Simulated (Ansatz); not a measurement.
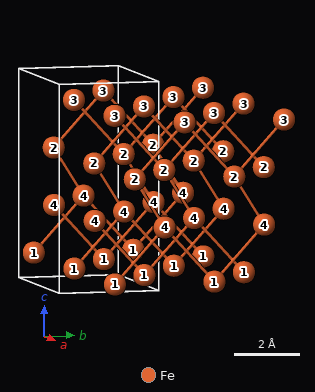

This is the input geometry for a relaxation of solid Fe (built on the iodine_64 type) (coarse preliminary run). The picture is a ball-and-stick view of the conventional cell (2 times the calculation's cell), repeated 2 × 2 × 1 with one cell outlined, seen slightly off an axis. Lengths and directions refer to the drawn axes.

Case: iodine type (Cmce, No. 64).

All numbers below come from DFT PBEsol, scalar-relativistic, plane waves, PAW in Ansatz.

The input:
```yaml
crystal:
  lattice:
    - [2.3996124479, -1.5859602602, 0.0]
    - [2.3996124479, 1.5859602602, 0.0]
    - [0.0, 0.0, 6.469527151]
  atoms:
    - { symbol: Fe, position: [0.85, 0.15, 0.117], spin: 1.68 }
    - { symbol: Fe, position: [0.65, 0.35, 0.617], spin: 1.68 }
    - { symbol: Fe, position: [0.15, 0.85, 0.883], spin: 1.68 }
    - { symbol: Fe, position: [0.35, 0.65, 0.383], spin: 1.68 }
basis:
  ecutwfc: 420
kpoints:
  mp_grid: { grid: [6, 6, 4] }
hamiltonian:
  xc: pbesol
scf:
  occupations: { method: gaussian, width: 0.1 }
  lower_state_search: "off"
output:
  forces: true
  stress: true
  eigenvalues: true
  populations: true
magnetization:
  spin_polarized: true
relax:
  adjacent_minimum: "off"
  f_tol: 0.04
  max_steps: 70
  cell: { stress_tol: 0.4 }
```

> Where does the relaxation end?

The largest moves relative to the cell, 0.29 Å, are those of Fe1, Fe2, Fe3 and Fe4. Fe2 goes roughly along −b. The drawn cell changes as follows: a 4.799 → 3.956 Å (−17.6 %), b 3.172 → 2.781 Å (−12.3 %), c 6.470 → 7.913 Å (+22.3 %); the volume changes by −11.6 %. Some distances before and after: Fe1–Fe3 1.788 → 2.418 Å, Fe1–Fe1 2.876 → 2.418 Å, Fe1–Fe3 (another image) 2.687 → 2.418 Å, Fe1–Fe4 2.340 → 2.418 Å. Bond angles that change, for instance: Fe4–Fe1–Fe4 85.3° → 70.2°, Fe3–Fe1–Fe4 169.5° → 180.0°, Fe3–Fe1–Fe4 105.2° → 109.8°. The space group (tolerance 0.01 Å) goes from Cmce (No. 64) to I4/mmm (No. 139). After 11 accepted moves (13 points after the start) the energy has fallen by 1316 meV per atom. The largest force component goes from 4.4 to 0.0004 eV/Å. Pressure: 7.46 GPa at the start and 0.11 GPa at the end. At 2 points the geometry stayed and the basis and grid were re-selected for the new cell (energy shift of 24.2 meV per atom at most each time).

History of the run:

| step | E − E(0), meV/atom | largest force component, eV/Å | pressure, GPa | volume, Å³/atom | note |
| --- | --- | --- | --- | --- | --- |
| 0 | 0.00 | 4.3958 | 7.46 | 12.311 |  |
| 1 | -448.14 | 3.1639 | 5.53 | 11.882 |  |
| 2 | -970.06 | 1.5817 | -1.40 | 11.637 |  |
| 3 | -1154.07 | 0.6063 | 1.32 | 11.108 |  |
| 4 | -1221.16 | 0.3212 | 2.69 | 10.865 |  |
| 5 | -1262.86 | 0.4170 | 0.54 | 10.830 |  |
| 6 | -1277.61 | 0.1970 | -2.43 | 10.823 |  |
| 7 | -1281.22 | 0.0133 | 2.66 | 10.665 |  |
| 8 | -1282.06 | 0.0055 | -0.18 | 10.756 |  |
| 9 | -1282.16 | 0.0001 | -0.01 | 10.759 |  |
| 10 | -1306.38 | 0.0002 | 3.10 | 10.759 | same geometry, new basis |
| 11 | -1315.15 | 0.0001 | 0.98 | 10.840 |  |
| 12 | -1315.81 | 0.0004 | 0.06 | 10.881 |  |
| 13 | -1315.99 | 0.0004 | 0.11 | 10.881 | same geometry, new basis |

Final geometry:

```xyz
4
Lattice="1.9778 -1.3906 0.0000 1.9778 1.3906 0.0000 0.0000 0.0000 7.9127" Properties=species:S:1:pos:R:3 pbc="T T T"
Fe    1.9778   -0.6953    0.9891
Fe    1.9778   -0.6953    4.9454
Fe    1.9778    0.6953    6.9236
Fe    1.9778    0.6953    2.9673
```

After the run, drawn alike:

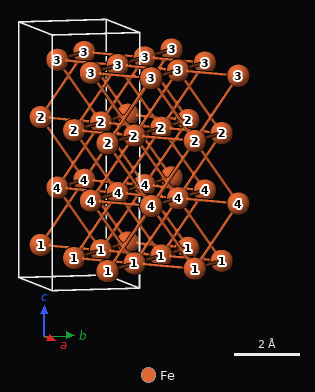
